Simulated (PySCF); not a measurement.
Input

```
{"job": {"kind": "inter", "xc": "PBE0", "basis": "def2-SVPD", "disp": "d3bj", "pairs": false}, "charge": 0, "multiplicity": 1, "parts": [{"atoms": "0-6", "charge": 0, "multiplicity": 1}, {"atoms": "7-14", "charge": 0, "multiplicity": 1}]}
O     -1.375743    -0.579638    -0.647970
B     -0.155395     0.014134    -0.481335
O      0.965898    -0.668711    -0.824355
O     -0.018071     1.286300    -0.016154
H     -2.115744    -0.005011    -0.430206
H      0.774411    -1.554888    -1.128746
H     -0.879137     1.662019     0.226203
N     -1.330681     3.120794    -1.895726
C     -2.533517     2.747658    -1.396762
N     -3.623412     3.197282    -2.078308
O     -2.644031     2.049189    -0.398004
H     -0.512918     2.669214    -1.507358
H     -1.253884     3.541327    -2.804101
H     -4.518717     3.070117    -1.639283
H     -3.541572     3.923873    -2.766553
```

Launched as:

```sh
OMP_NUM_THREADS=1 python cluster_run.py task.json out
```

Geometry: GFN2-xTB.

Theory: PySCF, PBE0-D3(BJ)/def2-SVPD, SCF density, gas phase.

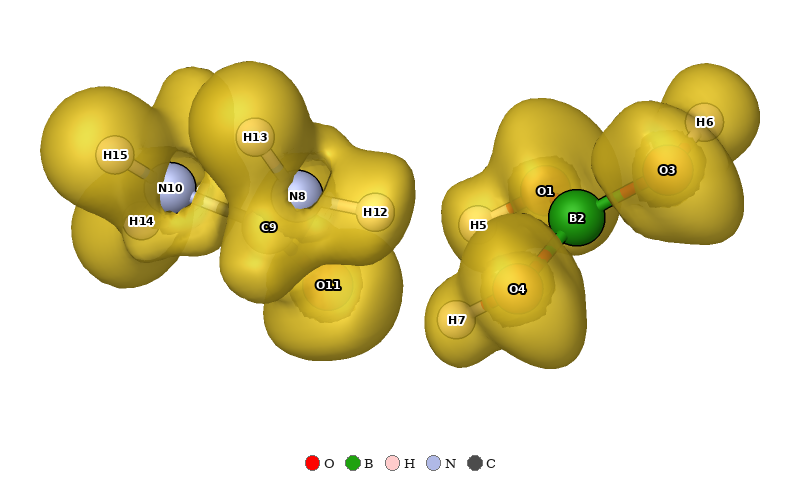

BH$_{3}$O$_{3}$···CH$_{4}$N$_{2}$O (SMILES OB(O)O.NC(N)=O). Isosurface of the ELF at 0.75 (yellow), seen from one side. Only the valence region is drawn (cores and ρ < 0.01 e/Å³ removed).

What do the ELF domains correspond to?

Answer. At this value the surface marks out one region on O in which the atom's valence shell and bonds are merged, two joined regions spread over several atoms (H, N), in which their bonds and any lone pairs are merged and three joined regions spread over several atoms (H, O), in which their bonds and any lone pairs are merged.

Values along the shortest contacts:
O11···H7 (1.91 Å): the ELF dips to about 0.10 between them; a closed-shell contact with the geometry of a hydrogen bond. C–O (1.22 Å): the ELF peaks at about 0.85 between the atoms; a multiple bond.
